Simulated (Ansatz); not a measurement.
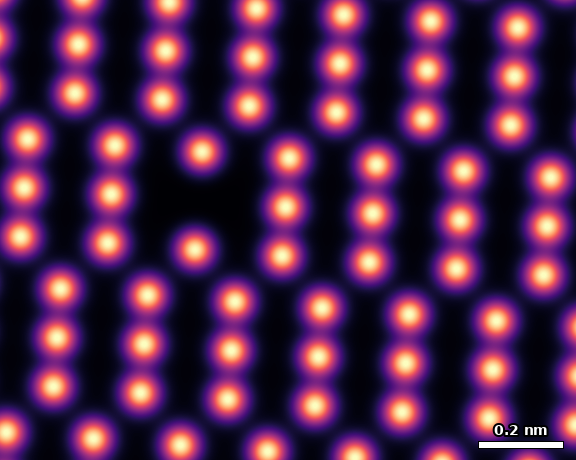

Z-contrast image of Cu (P6/mmm, No. 191) along [101]. The image is simulated as a sum over atoms of Z^1.7, blurred by a 0.74 Å probe (no channelling). The probe carries 15 % of its weight in a tail 2.5 times as wide.

The sample is 1 repeat (4.8 Å) thick. One point defect was put into the perfect crystal, without relaxing the atoms around it. Brightness is counted from the darkest point of the image. Host structure: coordinates from a relaxation with Ansatz, DFT, PBE, plane waves (420 eV) with PAW, scalar-relativistic; the starting structure was generated, so it need not be a known form of this composition.

Q: Where is the defect (in Å from the left and the top edge), and what does its contrast suggest?

A: At about 5 Å from the left and 5 Å from the top. The column has all but vanished there, which points to a vacancy or a much lighter atom. The column holds 1 atom (Cu) through the sample, and one Cu atom is missing, so its peak vanishes.
